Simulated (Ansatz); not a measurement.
Geometry relaxation of MgO

MgO (Fm-3m, 2 atoms in the cell), computed with DFT r2SCAN, scalar-relativistic, plane waves, PAW, no spin polarisation (Ansatz 0.2.0).

The structure derives from a Materials Project entry. Figures and captions count atoms from 1; the log counts them from 0 in places.

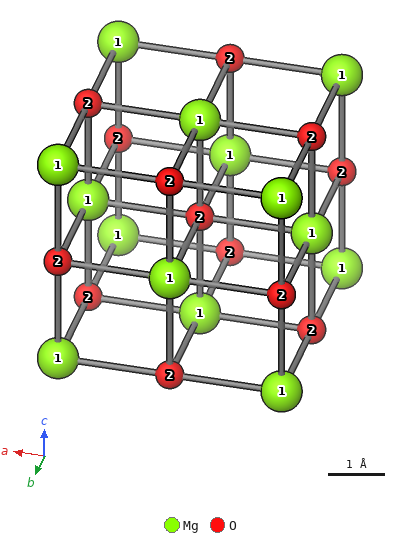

The structure as given in the input (ball-and-stick view of the cell 4 times as large as that of the calculation, set on its symmetry axes, seen at an oblique angle; atoms are numbered from 1 in the order of the input).

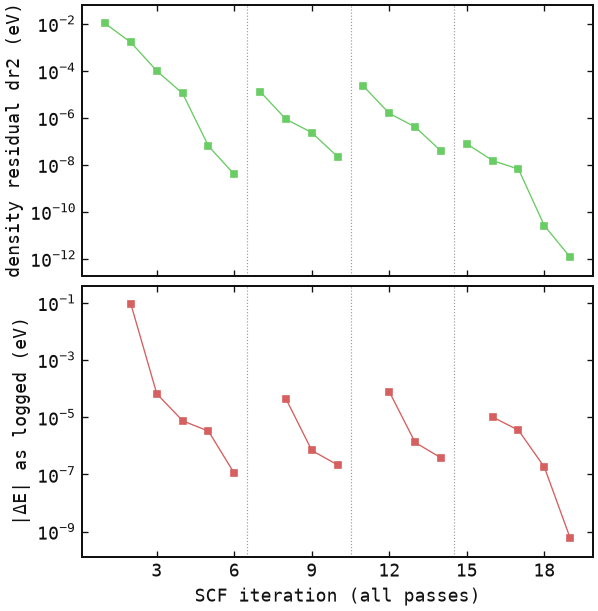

Convergence of the self-consistent field: density residual dr2 and size of the energy change against the SCF iteration. The dotted lines part the SCF passes of the relaxation: geometry steps, rejected trials and re-solves on a re-selected basis. The passes take 6, 4, 4 and 5 iterations.

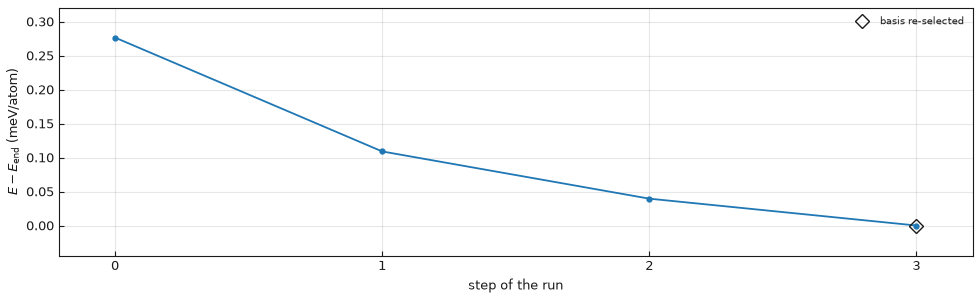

Progress of the relaxation, step by step (the first geometry is step 0 here and step 1 in the log). The energy falls by 0.2 meV per atom in 2 geometry steps. All forces vanish by symmetry, so only the cell relaxes. Pressure: 1.26 GPa at the start and 0.01 GPa at the end. The atoms keep their places relative to the cell (all moves are under 0.005 Å). A last SCF at the same geometry on a re-selected plane-wave basis shifts the energy by next to nothing (0.0 meV per atom).

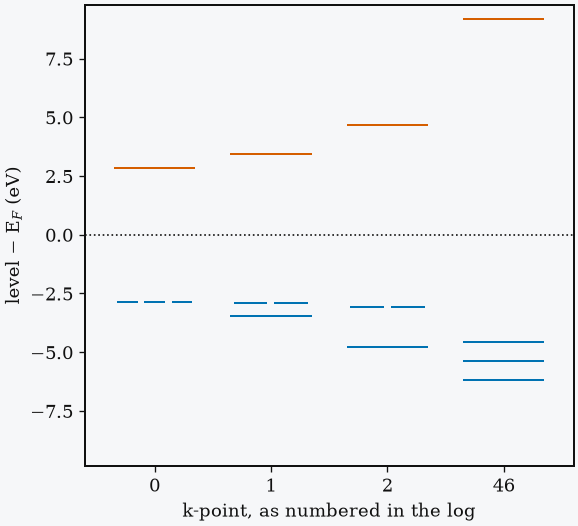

Kohn–Sham levels near the Fermi level (dotted) at the few k-points that the log prints; levels within 0.02 eV of each other stand side by side. Among these points the highest filled and lowest empty levels are 5.68 eV apart, which is the gap on the mesh.

The input and output of the run follow.

The input:
```yaml
crystal:
  lattice:
    - [0.0, 2.09700139, 2.09700139]
    - [2.09700139, 0.0, 2.09700139]
    - [2.09700139, 2.09700139, 0.0]
  atoms:
    - { symbol: Mg, position: [0.0, 0.0, 0.0] }
    - { symbol: O, position: [0.5, 0.5, 0.5] }
basis:
  ecutwfc: 500
kpoints:
  mp_grid: { grid: [10, 10, 10] }
hamiltonian:
  xc: r2scan
scf:
  occupations: { method: gaussian, width: 0.02 }
output:
  forces: true
  stress: true
  eigenvalues: true
relax:
  adjacent_minimum: "off"
  f_tol: 0.005
  max_steps: 80
  cell: { stress_tol: 0.05 }
```

Launched with:
```bash
ansatz run input.yaml --threads 8 --pin off --max-ram 20480MiB --backend cpu --events-out ev --progress --plain --runs-dir out
```

Log:
```
Engine: ansatz 0.2.0, x86_64-unknown-linux-gnu
Pseudopotentials: kind: paw
Pseudopotential: Mg, paw, valence charge 10, recommended cutoff 500 eV (meta_gga), Mg.paw.azcp
Pseudopotential: O, paw, valence charge 6, recommended cutoff 500 eV (meta_gga), O.paw.azcp
Functional definition: r2SCAN
  parameter k0 = 0.174
  parameter k1 = 0.065
  parameter a1 = 4.9479
  exchange = r2scan_x(k0 = k0, k1 = k1, a1 = a1)
  correlation = r2scan_c
Crystal: 2 atoms, lattice volume = 18.443 Å³
Basis set: ecut = 500 eV, 459 PW (Γ), exchange–correlation on 96×96×96 points (64 copies of the dense FFT grid, shifted against one another)
Bands: 12, of which v1, the nominal top of the filled ones, is band 8 counted from 1 (7 counted from 0)
Symmetry: 48 space group operations
Space group: Fm-3m (ITA 225), of the structure as read, at distance tolerance 2.6e-5 Å
k-points: 47 of 1000
Non-local potential: Mg, projectors of the file, l = 0: 3, l = 1: 2, l = 2: 1
Non-local potential: O, projectors of the file, l = 0: 2, l = 1: 2, l = 2: 1
PAW form: soft (Blöchl's): semilocal exchange-correlation on the pseudo side does not see the compensation charge
PAW frozen core: Mg, regenerated for the run's functional (the file was generated under x = pbe(κ = 0.804, μ = 0.2195149727645171), c = pbe(β = 0.06672455060314922))
PAW frozen core: O, regenerated for the run's functional (the file was generated under x = pbe(κ = 0.804, μ = 0.2195149727645171), c = pbe(β = 0.06672455060314922))
PAW one-centre angular grid: Mg, 302 points (default); XC on 224 Gauss nodes
PAW one-centre angular grid: O, 302 points (default); XC on 160 Gauss nodes
Initial density: superposition of atomic densities (neutral atoms: chi_scale 0, normalization atom), corrected by the library's trained network
Initial wavefunctions: pseudopotential atomic-orbital guess
Functional: x = r2scan, c = r2scan; τ floored in thin density (d = 2e-4 eV/Å³)
SCF iter   1: F=—  HF=-2498.248670 eV  |F-HF|=—  |Δ(HF+E_count)|=         —  Δρ=9.87e-3  dr2=1.03e-2  dr2_τ=7.29e-2  ethr=1.77e-3  ⟨swp⟩=5.9  Hψ=3370  notcnv=0
preconditioner: auto → none  [insulator: Δε(μ)=5.676 eV  Ē_g=20.155 eV  σ=0.020 eV  W_gap=1.00  n_scr=8 (ndim 8)  ℏωp=24.5 eV  f_vac=0.000  D(μ)=0.00/eV (n_scr^D=0)  ε∞_Penn≈2.5]
SCF iter   2: F=—  HF=-2498.334403 eV  |F-HF|=—  |Δ(HF+E_count)|=   8.57e-2  Δρ=4.75e-3  dr2=1.60e-3  dr2_τ=2.45e-4  ethr=6.43e-5  ⟨swp⟩=3.0  Hψ=1657  notcnv=0
SCF iter   3: F=—  HF=-2498.334468 eV  |F-HF|=—  |Δ(HF+E_count)|=   6.47e-5  Δρ=9.79e-4  dr2=9.83e-5  dr2_τ=1.59e-5  ethr=9.98e-6  ⟨swp⟩=2.9  Hψ=940  notcnv=0
SCF iter   4: F=—  HF=-2498.334461 eV  |F-HF|=—  |Δ(HF+E_count)|=   7.39e-6  Δρ=2.97e-4  dr2=1.08e-5  dr2_τ=1.58e-6  ethr=6.14e-7  ⟨swp⟩=2.3  Hψ=701  notcnv=0
iter 5 did not close the SCF: its close was put off for the readings that it lacked (scf_convergence_deferred on its scf_iter line)
SCF iter   5: F=-2498.334458 eV  HF=-2498.334458 eV  |F-HF|=9.22e-8  |Δ(HF+E_count)|=   3.21e-6  Δρ=2.87e-5  dr2=6.22e-8  dr2_τ=2.07e-8  ethr=6.76e-8  ⟨swp⟩=2.0  Hψ=745  notcnv=0
SCF iter   6: F=-2498.334458 eV  HF=-2498.334458 eV  |F-HF|=9.46e-11  |Δ(HF+E_count)|=   1.07e-7  Δρ=9.90e-6  dr2=3.86e-9  dr2_τ=1.33e-9  ethr=3.89e-10  ⟨swp⟩=2.1  Hψ=1878  notcnv=0
SCF 1 converged in 6 iterations: F = -2498.334458 eV  dr2 = 3.86e-9
  greatest PAW one-centre occupation: 1.000 electrons in one spin orbital (limit 2), on the Mg atom at site 0 (counted from 0), in its partial waves of l = 0
relax step   1: F+E_penalty+E_count = -2498.33445766 eV  Δ(F+E_penalty+E_count) = +0.000e0 eV  max|allowed force component| = 9.351e-30 eV/Å  Δτ_max = 0.0000 Å  P = +1.264 GPa  Ω = 18.443 Å³  (6 SCF iters, dr2 threshold 1.00e-7 eV, accepted)
Crystal: 2 atoms, lattice volume = 18.502 Å³
Initial density: handed on by an earlier stage of this run
Initial wavefunctions: those handed on with the density
iter 1 solved again at ethr=8.89e-8 eV; its pass at ethr=3.10e-3 eV (dr2=1.42e-5 eV) is discarded
SCF iter   1: F=—  HF=-2498.334749 eV  |F-HF|=—  |Δ(HF+E_count)|=         —  Δρ=2.96e-4  dr2=1.30e-5  dr2_τ=6.44e-5  ethr=8.89e-8  ⟨swp⟩=2.6  Hψ=3984  notcnv=0
preconditioner: auto → none  [insulator: Δε(μ)=5.727 eV  Ē_g=20.008 eV  σ=0.020 eV  W_gap=1.00  n_scr=8 (ndim 8)  ℏωp=24.4 eV  f_vac=0.000  D(μ)=0.00/eV (n_scr^D=0)  ε∞_Penn≈2.5]
SCF iter   2: F=—  HF=-2498.334792 eV  |F-HF|=—  |Δ(HF+E_count)|=   4.31e-5  Δρ=1.01e-4  dr2=8.67e-7  dr2_τ=4.18e-7  ethr=8.12e-8  ⟨swp⟩=2.3  Hψ=804  notcnv=0
SCF iter   3: F=—  HF=-2498.334792 eV  |F-HF|=—  |Δ(HF+E_count)|=   6.78e-7  Δρ=4.56e-5  dr2=2.34e-7  dr2_τ=2.92e-8  ethr=1.25e-9  ⟨swp⟩=5.0  Hψ=2571  notcnv=0
SCF iter   4: F=-2498.334793 eV  HF=-2498.334793 eV  |F-HF|=1.37e-8  |Δ(HF+E_count)|=   2.12e-7  Δρ=1.36e-5  dr2=2.17e-8  dr2_τ=2.73e-9  ethr=1.25e-9  ⟨swp⟩=5.0  Hψ=2505  notcnv=0
SCF 2 converged in 4 iterations: F = -2498.334793 eV  dr2 = 2.17e-8
relax step   2: F+E_penalty+E_count = -2498.33479267 eV  Δ(F+E_penalty+E_count) = -3.350e-4 eV  max|allowed force component| = 1.105e-29 eV/Å  Δτ_max = 0.0000 Å  P = +0.720 GPa  Ω = 18.502 Å³  energy of the carried Pulay correction = -2.947e-5 eV  (4 SCF iters, dr2 threshold 2.00e-7 eV, accepted)
Crystal: 2 atoms, lattice volume = 18.580 Å³
iter 1 solved again at ethr=1.51e-7 eV; its pass at ethr=3.10e-3 eV (dr2=2.42e-5 eV) is discarded
SCF iter   1: F=—  HF=-2498.334854 eV  |F-HF|=—  |Δ(HF+E_count)|=         —  Δρ=3.87e-4  dr2=2.20e-5  dr2_τ=1.13e-4  ethr=1.51e-7  ⟨swp⟩=2.7  Hψ=3999  notcnv=0
preconditioner: auto → none  [insulator: Δε(μ)=5.684 eV  Ē_g=19.956 eV  σ=0.020 eV  W_gap=1.00  n_scr=8 (ndim 8)  ℏωp=24.4 eV  f_vac=0.000  D(μ)=0.00/eV (n_scr^D=0)  ε∞_Penn≈2.5]
SCF iter   2: F=—  HF=-2498.334931 eV  |F-HF|=—  |Δ(HF+E_count)|=   7.66e-5  Δρ=1.32e-4  dr2=1.53e-6  dr2_τ=7.08e-7  ethr=1.38e-7  ⟨swp⟩=2.3  Hψ=867  notcnv=0
SCF iter   3: F=—  HF=-2498.334932 eV  |F-HF|=—  |Δ(HF+E_count)|=   1.29e-6  Δρ=6.01e-5  dr2=4.07e-7  dr2_τ=5.47e-8  ethr=1.25e-9  ⟨swp⟩=5.0  Hψ=2661  notcnv=0
SCF iter   4: F=-2498.334932 eV  HF=-2498.334932 eV  |F-HF|=2.36e-8  |Δ(HF+E_count)|=   3.74e-7  Δρ=1.82e-5  dr2=3.83e-8  dr2_τ=4.93e-9  ethr=1.25e-9  ⟨swp⟩=5.0  Hψ=2506  notcnv=0
SCF 3 converged in 4 iterations: F = -2498.334932 eV  dr2 = 3.83e-8
relax step   3: F+E_penalty+E_count = -2498.33493234 eV  Δ(F+E_penalty+E_count) = -1.397e-4 eV  max|allowed force component| = 3.595e-30 eV/Å  Δτ_max = 0.0000 Å  P = +0.009 GPa  Ω = 18.580 Å³  energy of the carried Pulay correction = -6.870e-5 eV  (4 SCF iters, dr2 threshold 2.00e-7 eV, accepted)
Initial wavefunctions: pseudopotential atomic-orbital guess (no wavefunctions were taken with the density)
iter 1 solved again at ethr=4.09e-8 eV; its pass at ethr=3.10e-3 eV (dr2=6.55e-6 eV) is discarded
SCF iter   1: F=—  HF=-2498.334997 eV  |F-HF|=—  |Δ(HF+E_count)|=         —  Δρ=1.25e-4  dr2=7.72e-8  dr2_τ=3.37e-8  ethr=4.09e-8  ⟨swp⟩=3.3  Hψ=4857  notcnv=0
preconditioner: auto → none  [insulator: Δε(μ)=5.684 eV  Ē_g=19.961 eV  σ=0.020 eV  W_gap=1.00  n_scr=8 (ndim 8)  ℏωp=24.4 eV  f_vac=0.000  D(μ)=0.00/eV (n_scr^D=0)  ε∞_Penn≈2.5]
SCF iter   2: F=—  HF=-2498.335007 eV  |F-HF|=—  |Δ(HF+E_count)|=   1.00e-5  Δρ=6.20e-5  dr2=1.50e-8  dr2_τ=3.69e-7  ethr=4.83e-10  ⟨swp⟩=2.0  Hψ=893  notcnv=0
SCF iter   3: F=—  HF=-2498.335011 eV  |F-HF|=—  |Δ(HF+E_count)|=   3.45e-6  Δρ=1.52e-5  dr2=6.50e-9  dr2_τ=1.92e-8  ethr=9.38e-11  ⟨swp⟩=2.7  Hψ=923  notcnv=0
SCF iter   4: F=—  HF=-2498.335011 eV  |F-HF|=—  |Δ(HF+E_count)|=   1.79e-7  Δρ=8.79e-7  dr2=2.55e-11  dr2_τ=5.67e-11  ethr=4.06e-11  ⟨swp⟩=2.0  Hψ=751  notcnv=0
SCF iter   5: F=-2498.335011 eV  HF=-2498.335011 eV  |F-HF|=6.37e-12  |Δ(HF+E_count)|=  5.90e-10  Δρ=1.57e-7  dr2=1.17e-12  dr2_τ=6.15e-13  ethr=1.00e-12  ⟨swp⟩=5.6  Hψ=2097  notcnv=0
SCF 4 converged in 5 iterations: F = -2498.335011 eV  dr2 = 1.17e-12
relax step   4: F+E_penalty+E_count = -2498.33501092 eV  Δ(F+E_penalty+E_count) = -7.858e-5 eV  max|allowed force component| = 5.801e-30 eV/Å  Δτ_max = 0.0000 Å  P = +0.005 GPa  Ω = 18.580 Å³  stress off target by 5.23e-3 GPa  SCF on the basis re-selected at this cell (its energy is not comparable with the rows above)  (5 SCF iters)
basis re-selected at this cell: Δ(F+E_penalty+E_count) = -7.858e-5 eV, ΔP = -0.004 GPa vs the last step (what re-selecting the basis moved, of the pressure what is left beyond the Pulay correction that the steps carried, after the strain that the cell walked since its last selection, with what the two solves' SCF thresholds leave and, on support functions, any second-order correction that the steps lacked; it is no measure of the basis error at this ecutwfc). This SCF's stress stands 5.23e-3 GPa from its target on what of the cell is left free (relax.cell.stress_tol is 5.00e-2 GPa) and its largest allowed force component is 5.80e-30 eV/Å (relax.f_tol is 5.00e-3 eV/Å): within both
SCF converged after 5 iterations
Free energy (F): -2498.335011 eV
Harris-Foulkes:  -2498.335011 eV  (|F-HF|=6.37e-12)
Internal energy: -2498.335011 eV  (E = F + TS)
E sigma→0 (E₀):  -2498.335011 eV
Fermi energy:    10.627676 eV
--- Per-component energies (eV) ---
  E_band       = -311.240270
  E_kinetic    = 256.747087
  E_local      = -1601.562263  (includes V_loc(G=0)·N_el)
  E_nonlocal   = 142.538013
  E_hartree    = 554.992554
  E_xc         = -103.293577
  E_vxc        = -149.070430  (∫ρ·V_xc dr)
  E_paw        = -455.983916  (= ΣΔE_a)
  E_vpaw       = -79.515858  (= ΣTr[D̂ρ^β])
  E_aug_tail   = 0.001032  (compensation charges beyond the density's cutoff)
  E_vtau       = 9.637031  (kinetic-family band-sum trace: ∫τ·v_τ [+ j·A + Jᵃ·Aᵃ] dr)
  E_ewald      = -1291.715792
  E_core_change = -0.058149  (= ΣΔE_core)
  E_smearing   = -0.000000  (= −TS)
  E_closure    = 0.000000  (closes the sum)
  Σ components = -2498.335011   (vs F -2498.335011, Δ=0.00e0)
--- Forces (eV/Å), atoms counted from 1 ---
  atom   1  Mg    -0.00000000     0.00000000     0.00000000
  atom   2  O      0.00000000    -0.00000000     0.00000000
  max |Σ_I F_I| component: 1.15e-29 eV/Å
--- Stress (GPa, compression-positive) ---
        0.005235      -0.000000      -0.000000
       -0.000000       0.005235      -0.000000
       -0.000000      -0.000000       0.005235
  P = ⅓ Tr σ = 0.0052 GPa (0.052 kbar)
--- Band table (eV; the first three rows and the last of 47) ---
  k-point 0: bands = ["-67.1178", "-32.1965", "-32.1965", "-32.1965", "-10.4455", "7.7854", "7.7854", "7.7854", "13.4698", "24.6420", "24.6420", "24.6420"]
  k-point 1: bands = ["-67.1170", "-32.2050", "-32.1973", "-32.1973", "-10.3367", "7.1578", "7.7153", "7.7153", "14.0825", "23.4055", "24.8970", "24.8970"]
  k-point 2: bands = ["-67.1149", "-32.2271", "-32.1993", "-32.1993", "-10.0390", "5.8401", "7.5376", "7.5376", "15.2942", "21.9051", "25.4311", "25.4311"]
  k-point 46: bands = ["-67.1068", "-32.2537", "-32.2402", "-32.2273", "-8.8753", "4.4399", "5.2471", "6.0417", "19.8268", "20.9109", "21.1251", "24.9970"]
--- Relaxed structure (3 steps of the walk, 3 accepted, 1 SCFs on fresh bases) ---
  F+E_penalty+E_count = -2498.33501092 eV   max|allowed force component| = 5.801e-30 eV/Å   (the final SCF, on the basis selected at the relaxed cell)
  cell:  # Å, volume = 18.5803 Å³
    - [1.7897494265545757e-33, 2.102200995529621, 2.102200995529621]
    - [2.102200995529621, 1.9362413725003242e-33, 2.102200995529621]
    - [2.102200995529621, 2.102200995529621, 1.3693812338406898e-33]
  atoms:
    - { symbol: Mg, position: [-8.371024004010567e-37, 7.773093717813417e-37, 1.1958605720044927e-36] }
    - { symbol: O, position: [0.5, 0.5, 0.5] }
```

Trajectory as extended XYZ (Å, eV, eV/Å), 4 frames, from step=1 to step=4:
```
2
Lattice="0.0000 2.0970 2.0970 2.0970 0.0000 2.0970 2.0970 2.0970 0.0000" Properties=species:S:1:pos:R:3:forces:R:3 step=1 energy=-2498.33446 pressure_GPa=1.26
Mg    0.0000    0.0000    0.0000    0.0000   0.0000   0.0000
O     2.0970    2.0970    2.0970    0.0000   0.0000   0.0000
2
Lattice="0.0000 2.0992 2.0992 2.0992 0.0000 2.0992 2.0992 2.0992 0.0000" Properties=species:S:1:pos:R:3:forces:R:3 step=2 energy=-2498.33479 pressure_GPa=0.72
Mg    0.0000    0.0000    0.0000    0.0000   0.0000   0.0000
O     2.0992    2.0992    2.0992    0.0000   0.0000   0.0000
2
Lattice="0.0000 2.1022 2.1022 2.1022 0.0000 2.1022 2.1022 2.1022 0.0000" Properties=species:S:1:pos:R:3:forces:R:3 step=3 energy=-2498.33493 pressure_GPa=0.01
Mg    0.0000    0.0000    0.0000    0.0000   0.0000   0.0000
O     2.1022    2.1022    2.1022    0.0000   0.0000   0.0000
2
Lattice="0.0000 2.1022 2.1022 2.1022 0.0000 2.1022 2.1022 2.1022 0.0000" Properties=species:S:1:pos:R:3:forces:R:3 step=4 energy=-2498.33501 pressure_GPa=0.01
Mg    0.0000    0.0000    0.0000    0.0000   0.0000   0.0000
O     2.1022    2.1022    2.1022    0.0000   0.0000   0.0000
```

Key numbers:

| quantity | value |
| --- | --- |
| outcome | converged |
| space group (tolerance 0.01 Å) | Fm-3m (225) |
| electrons treated | 16 |
| free energy | −2498.3350 eV |
| Fermi energy | 10.628 eV |
| gap on the k-point mesh | 5.68 eV |
| pressure | 0.01 GPa |
| final volume | 18.58 Å³ |
| largest force (length of the vector) at the end | under 0.001 eV/Å |
| final cell | a = 2.973 Å, b = 2.973 Å, c = 2.973 Å, α = 60.00°, β = 60.00°, γ = 60.00° |
| hardware | 8 threads of Intel Xeon @ 2.70GHz, 189 GiB of memory available, shared host |
| wall time | 3 s (CPU time 12 s) |
| peak memory | 0.39 GiB |
